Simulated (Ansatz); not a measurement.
System: ScAl3.

Input

```
crystal:
  lattice:
    - [-4.1053305959, 0.0, -4.1053305959]
    - [0.0, -4.1053305959, -4.1053305959]
    - [-4.1053305959, -4.1053305959, 0.0]
  atoms:
    - { symbol: Sc, position: [0.5026902402, 0.4973097598, 0.5026902402] }
    - { symbol: Sc, position: [1.0026902402, -0.0026902402, 1.0026902402] }
    - { symbol: Al, position: [0.5008036192, -0.0008036192, 0.0008036192] }
    - { symbol: Al, position: [0.0008036192, 0.4991963808, 0.5008036192] }
    - { symbol: Al, position: [0.4939103564, 0.0060896436, 0.4939103564] }
    - { symbol: Al, position: [-0.0060896436, 0.5060896436, -0.0060896436] }
    - { symbol: Al, position: [0.0008036192, -0.0008036192, 0.5008036192] }
    - { symbol: Al, position: [0.5008036192, 0.4991963808, 0.0008036192] }
basis:
  ecutwfc: 420
kpoints:
  mp_grid: { grid: [10, 10, 10] }
hamiltonian:
  xc: pbe
scf:
  occupations: { method: gaussian, width: 0.15 }
output:
  forces: true
  stress: true
  eigenvalues: true
  write_density: true
  write_potential: true
  elf: true
  volumetric_format: npy
```

Launched as:

```sh
ansatz run input.yaml --threads 2 --pin off --max-ram 5120MiB --backend cpu --events-out ev --progress --plain --runs-dir out
```

Space group P4mm; a structure from a database of computed crystals, not necessarily the ambient phase.

Computed with DFT PBE, scalar-relativistic, plane waves, PAW in Ansatz.

Question: Predict the valence pseudo-density and electron localisation function between the atoms.

Answer: Al–Al (2.86 Å): ρ is about 0.21 e/Å³ halfway; the ELF peaks at about 0.70 between the atoms.
Sc–Al (2.89 Å): ρ at the midpoint is about 0.17 e/Å³; the ELF peaks at about 0.60 in the valence shell of Al, 1.0 Å from its nucleus, and is about 0.30 at the midpoint.
Al–Al (2.94 Å): ρ at the midpoint is about 0.2 e/Å³; the ELF peaks at about 0.70 between the atoms.

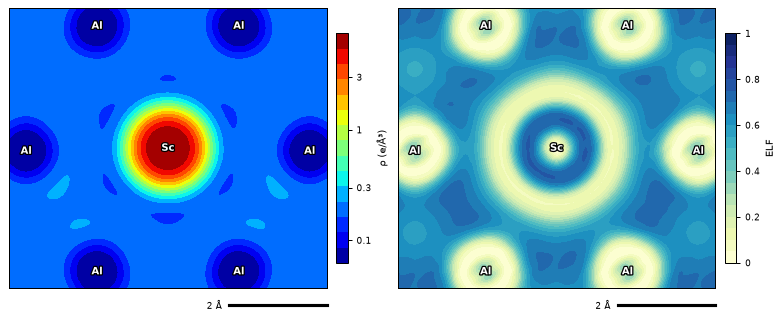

Computed valence pseudo-density and electron localisation function on the (100) plane of the calculation cell, in this order. 

In a PAW calculation such maps are meaningful between the atoms, not at the nuclei.
